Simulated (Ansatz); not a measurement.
# Co: one change and its effect

System: Co (P6₃/mmc, 2 atoms in the cell).
Method of run A: Kohn-Sham DFT of a periodic cell, revPBE with D3(BJ), all-electron LAPW, scalar-relativistic, spin-polarised (Ansatz 0.2.0).

The structure derives from a Materials Project entry. Text and figures count atoms from 1; the logs count them from 0 in places.

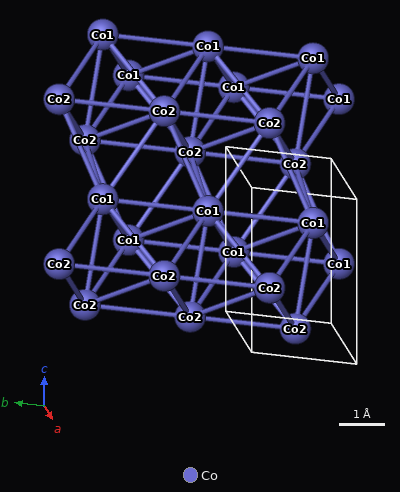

**Figure 1.** The starting structure (ball-and-stick view of the cell of the calculation, repeated 2 × 3 × 2, seen at an oblique angle; atoms are numbered from 1 in the order of the input). An atom can appear more than once, as a periodic image. Near neighbours in the periodic cell (some may lie outside the picture): Co has 12 Co at 2.47 Å.

### Input file, run A
```yaml
crystal:
  lattice:
    - [2.4719999032, 0.0, 0.0]
    - [-1.2359999516, 2.1408147143, 0.0]
    - [0.0, 0.0, 4.02114408]
  atoms:
    - { symbol: Co, position: [0.6666666667, 0.3333333333, 0.75], spin: 2.0 }
    - { symbol: Co, position: [0.3333333333, 0.6666666667, 0.25], spin: 2.0 }
kpoints:
  mp_grid: { grid: [12, 12, 7] }
scf:
  occupations: { method: fermi_dirac, width: 0.05 }
hamiltonian:
  xc: revpbe
  dispersion: d3bj
  pseudopotentials: { kind: all_electron, lapw: { basis_error: 0.001 } }
magnetization:
  spin_polarized: true
output:
  forces: true
  stress: true
relax:
  f_tol: 0.01
  max_steps: 60
  cell: {}
```

Command:
```bash
ansatz run input.yaml --threads 2 --pin off --max-ram 6144MiB --backend cpu --events-out ev --progress --plain --runs-dir out
```

Hardware: 2 threads of Arm Neoverse V2, 24 GiB of memory available, shared host.

### Output, shortened to warnings, some set-up lines, iterations and results (run A)
```
Basis set: ecut = 338.32970129864606 eV, 313 PW (Γ), exchange–correlation at level 2
Symmetry: 24 space group operations
k-points: 76 of 1008
Initial density: superposition of atomic densities (chi_scale 0.1, normalization cell)
[...]
SCF iter   1: F=—  HF=-75843.600841 eV  |F-HF|=—  |Δ(HF+E_count)|=         —  Δρ=1.70e-2 (↑1.66e-2 ↓1.70e-2)  dr2=1.12e-2  dr2_m=5.06e-2  M=3.317 μB ∫|m|=3.452 μB  β_m=0.30  …
SCF iter   2: F=—  HF=-75843.668371 eV  |F-HF|=—  |Δ(HF+E_count)|=         —  Δρ=1.30e-2 (↑1.26e-2 ↓1.30e-2)  dr2=6.40e-3  dr2_m=3.01e-2  M=3.269 μB ∫|m|=3.443 μB  β_m=0.30  …
SCF iter   3: F=—  HF=-75843.700685 eV  |F-HF|=—  |Δ(HF+E_count)|=   3.23e-2  Δρ=9.47e-3 (↑9.10e-3 ↓9.47e-3)  dr2=2.97e-3  dr2_m=1.58e-2  M=3.256 μB ∫|m|=3.464 μB  β_m=0.60  …
SCF iter   4: F=—  HF=-75843.745437 eV  |F-HF|=—  |Δ(HF+E_count)|=   4.48e-2  Δρ=1.41e-3 (↑1.20e-3 ↓1.41e-3)  dr2=1.30e-5  dr2_m=3.29e-4  M=3.231 μB ∫|m|=3.536 μB  β_m=0.80  …
SCF iter   5: F=—  HF=-75843.749541 eV  |F-HF|=—  |Δ(HF+E_count)|=   4.10e-3  Δρ=1.07e-3 (↑6.58e-4 ↓1.07e-3)  dr2=2.60e-4  dr2_m=2.70e-5  M=3.231 μB ∫|m|=3.566 μB  β_m=0.57  …
[... 28 lines ...]
SCF iter   1: F=—  HF=-75843.753299 eV  |F-HF|=—  |Δ(HF+E_count)|=         —  Δρ=1.10e-6 (↑1.10e-6 ↓8.86e-7)  dr2=4.11e-10  dr2_m=1.63e-11  M=3.198 μB ∫|m|=3.534 μB  β_m=0.65 …
SCF iter   2: F=—  HF=-75843.753299 eV  |F-HF|=—  |Δ(HF+E_count)|=   1.01e-8  Δρ=3.57e-7 (↑3.57e-7 ↓3.21e-7)  dr2=1.61e-11  dr2_m=9.24e-12  M=3.198 μB ∫|m|=3.534 μB  β_m=0.65 …
SCF iter   3: F=-75843.753299 eV  HF=-75843.753299 eV  |F-HF|=1.60e-10  |Δ(HF+E_count)|=   3.38e-9  Δρ=1.88e-7 (↑6.36e-8 ↓1.88e-7)  dr2=4.04e-12  dr2_m=2.21e-12  M=3.198 μB …
SCF 5 converged in 3 iterations: F = -75843.753299 eV  dr2 = 4.04e-12
relax step   5: F+E_penalty+E_count = -75843.75329873 eV  Δ(F+E_penalty+E_count) = +1.784e-6 eV  max|allowed force component| = 7.633e-17 eV/Å  Δτ_max = 0.0000 Å  P = -0.001 …
basis re-selected at this cell: Δ(F+E_penalty+E_count) = +1.784e-6 eV, ΔP = +0.000 GPa vs the last step (what re-selecting the basis moved, after the strain that the cell walked since its last selection, with what the two solves' SCF thresholds leave and, on support functions, any second-order …
SCF converged after 3 iterations
Magnetization: 3.1985 μB (18.5992 up, 15.4008 down)
Absolute magnetization: 3.5343 μB (∫|ρ↑−ρ↓|)
Spin contamination: 0.0561 ħ² per cell (⟨S²⟩ above its minimum at these occupations)
Per-site moments (μB) at R_I (Å): [(1.6648448012523964, 1.1890676417321573), (1.6648448012523964, 1.1890676417321573)]
Free energy (F): -75843.753299 eV
Harris-Foulkes:  -75843.753299 eV  (|F-HF|=1.60e-10)
Internal energy: -75843.738176 eV  (E = F + TS)
E sigma→0 (E₀):  -75843.745738 eV
Entropy (-TS):   -0.015122 eV (-7.561 meV/atom)
Fermi energy:    20.028953 eV
--- Per-component energies (eV) ---
  E_band       = -445.351789
  E_kinetic    = 76975.685412
  E_xc         = -3257.679522
  E_electrostatic = -149560.080374  (all electrons and nuclei)
  E_disp       = -1.663693  (pairwise vdW)
  E_smearing   = -0.015122  (= −TS)
  E_closure    = 0.000000  (closes the sum)
  E_atoms      = -75826.345502  (free atoms, spherical and without spin; not in F)
  Σ components = -75843.753299   (vs F -75843.753299, Δ=0.00e0)
  Basis errors (estimates in eV, not in F): energy 2.2e-4 per atom: plane waves 2.2e-4 (1.2e-4 summed), levels above the bands 2.8e-89, relativity 3.8e-8, radial functions 4.9e-6, core shells 3.4e-9; eigenvalues (radial functions only) 5.2e-7; not estimated: angular momenta, meshes, grids; target …
--- Forces (eV/Å), atoms counted from 1 ---
  atom   1  Co    -0.00000000    -0.00000000     0.00000000
  atom   2  Co    -0.00000000     0.00000000     0.00000000
  max |Σ_I F_I| component: 9.25e-18 eV/Å
--- Stress (GPa, compression-positive) ---
        0.000121      -0.000000       0.000000
        0.000000       0.000121       0.000000
        0.000000       0.000000      -0.003897
  P = ⅓ Tr σ = -0.0012 GPa (-0.012 kbar)
--- Relaxed structure (4 steps of the walk, 4 accepted, 1 SCFs on fresh bases) ---
[...]
```

The input of run B differs as follows (lines with − go, lines with + come):
```diff
-  dispersion: d3bj
```

Predict how the results change.

The total energies belong to different models, so their difference says nothing on which is more stable or more accurate. The net moment of the cell goes from 3.20 to 3.31 μB. The volume per atom goes from 10.46 to 11.10 Å³. The SCF takes 31 iterations over all geometry steps against 28.

### Output, shortened to warnings, some set-up lines, iterations and results (run B)
```
Basis set: ecut = 338.32970129864606 eV, 313 PW (Γ), exchange–correlation at level 2
Symmetry: 24 space group operations
k-points: 76 of 1008
Initial density: superposition of atomic densities (chi_scale 0.1, normalization cell)
[...]
SCF iter   1: F=—  HF=-75841.966363 eV  |F-HF|=—  |Δ(HF+E_count)|=         —  Δρ=1.70e-2 (↑1.66e-2 ↓1.70e-2)  dr2=1.12e-2  dr2_m=5.06e-2  M=3.317 μB ∫|m|=3.452 μB  β_m=0.30  …
SCF iter   2: F=—  HF=-75842.033893 eV  |F-HF|=—  |Δ(HF+E_count)|=         —  Δρ=1.30e-2 (↑1.26e-2 ↓1.30e-2)  dr2=6.40e-3  dr2_m=3.01e-2  M=3.269 μB ∫|m|=3.443 μB  β_m=0.30  …
SCF iter   3: F=—  HF=-75842.066207 eV  |F-HF|=—  |Δ(HF+E_count)|=   3.23e-2  Δρ=9.47e-3 (↑9.10e-3 ↓9.47e-3)  dr2=2.97e-3  dr2_m=1.58e-2  M=3.256 μB ∫|m|=3.464 μB  β_m=0.60  …
SCF iter   4: F=—  HF=-75842.110959 eV  |F-HF|=—  |Δ(HF+E_count)|=   4.48e-2  Δρ=1.41e-3 (↑1.20e-3 ↓1.41e-3)  dr2=1.30e-5  dr2_m=3.29e-4  M=3.231 μB ∫|m|=3.536 μB  β_m=0.80  …
SCF iter   5: F=—  HF=-75842.115063 eV  |F-HF|=—  |Δ(HF+E_count)|=   4.10e-3  Δρ=1.07e-3 (↑6.58e-4 ↓1.07e-3)  dr2=2.60e-4  dr2_m=2.70e-5  M=3.231 μB ∫|m|=3.566 μB  β_m=0.57  …
[... 31 lines ...]
SCF iter   1: F=—  HF=-75842.139439 eV  |F-HF|=—  |Δ(HF+E_count)|=         —  Δρ=8.76e-7 (↑7.63e-7 ↓8.76e-7)  dr2=1.08e-10  dr2_m=3.24e-11  M=3.307 μB ∫|m|=3.678 μB  β_m=0.65 …
SCF iter   2: F=—  HF=-75842.139439 eV  |F-HF|=—  |Δ(HF+E_count)|=   1.93e-8  Δρ=5.03e-7 (↑3.87e-7 ↓5.03e-7)  dr2=1.25e-11  dr2_m=2.82e-11  M=3.307 μB ∫|m|=3.678 μB  β_m=0.53 …
SCF iter   3: F=-75842.139439 eV  HF=-75842.139439 eV  |F-HF|=2.15e-9  |Δ(HF+E_count)|=   5.03e-9  Δρ=1.06e-6 (↑6.26e-7 ↓1.06e-6)  dr2=2.47e-10  dr2_m=3.62e-11  M=3.307 μB …
SCF 5 converged in 3 iterations: F = -75842.139439 eV  dr2 = 2.47e-10
relax step   5: F+E_penalty+E_count = -75842.13943858 eV  Δ(F+E_penalty+E_count) = +2.569e-6 eV  max|allowed force component| = 2.776e-17 eV/Å  Δτ_max = 0.0000 Å  P = +0.006 …
basis re-selected at this cell: Δ(F+E_penalty+E_count) = +2.569e-6 eV, ΔP = -0.001 GPa vs the last step (what re-selecting the basis moved, after the strain that the cell walked since its last selection, with what the two solves' SCF thresholds leave and, on support functions, any second-order …
SCF converged after 3 iterations
Magnetization: 3.3074 μB (18.6537 up, 15.3463 down)
Absolute magnetization: 3.6778 μB (∫|ρ↑−ρ↓|)
Spin contamination: 0.0656 ħ² per cell (⟨S²⟩ above its minimum at these occupations)
Per-site moments (μB) at R_I (Å): [(1.724349681343453, 1.212661275071012), (1.724349681343453, 1.212661275071012)]
Free energy (F): -75842.139439 eV
Harris-Foulkes:  -75842.139439 eV  (|F-HF|=2.15e-9)
Internal energy: -75842.124243 eV  (E = F + TS)
E sigma→0 (E₀):  -75842.131841 eV
Entropy (-TS):   -0.015195 eV (-7.598 meV/atom)
Fermi energy:    18.685617 eV
--- Per-component energies (eV) ---
  E_band       = -488.794565
  E_kinetic    = 76970.644508
  E_xc         = -3256.583761
  E_electrostatic = -149556.184991  (all electrons and nuclei)
  E_smearing   = -0.015195  (= −TS)
  E_closure    = 0.000000  (closes the sum)
  E_atoms      = -75826.345502  (free atoms, spherical and without spin; not in F)
  Σ components = -75842.139439   (vs F -75842.139439, Δ=0.00e0)
  Basis errors (estimates in eV, not in F): energy 2.1e-4 per atom: plane waves 2.1e-4 (1.1e-4 summed), levels above the bands 1.4e-83, relativity 3.1e-8, radial functions 5.7e-6, core shells 1.8e-9; eigenvalues (radial functions only) 4.4e-7; not estimated: angular momenta, meshes, grids; target …
--- Forces (eV/Å), atoms counted from 1 ---
  atom   1  Co     0.00000000    -0.00000000     0.00000000
  atom   2  Co     0.00000000     0.00000000     0.00000000
  max |Σ_I F_I| component: 0.00e0 eV/Å
--- Stress (GPa, compression-positive) ---
        0.014675      -0.000000       0.000000
       -0.000000       0.014675       0.000000
        0.000000       0.000000      -0.011886
  P = ⅓ Tr σ = 0.0058 GPa (0.058 kbar)
--- Relaxed structure (4 steps of the walk, 4 accepted, 1 SCFs on fresh bases) ---
[...]
```

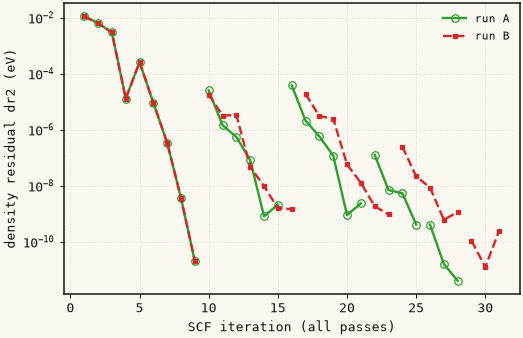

**Figure 2.** Convergence of the two runs: density residual dr2 against the SCF iteration. A break in a curve parts two SCF passes. Run A takes 28 iterations in all, and run B takes 31.

### The two runs side by side

```tsv
quantity	run A	run B
outcome	converged	converged
free energy per atom (eV)	−37921.8766	−37921.0697
energy per atom, smearing taken to zero (eV)	−37921.8729	−37921.0659
net moment of the cell (μB)	3.20	3.31
absolute moment of the cell (μB)	3.53	3.68
pressure (GPa)	0.00	0.01
volume per atom (Å³)	10.46	11.10
largest force (eV/Å)	0.000	0.000
SCF iterations	28	31
irreducible k-points	76	76
```
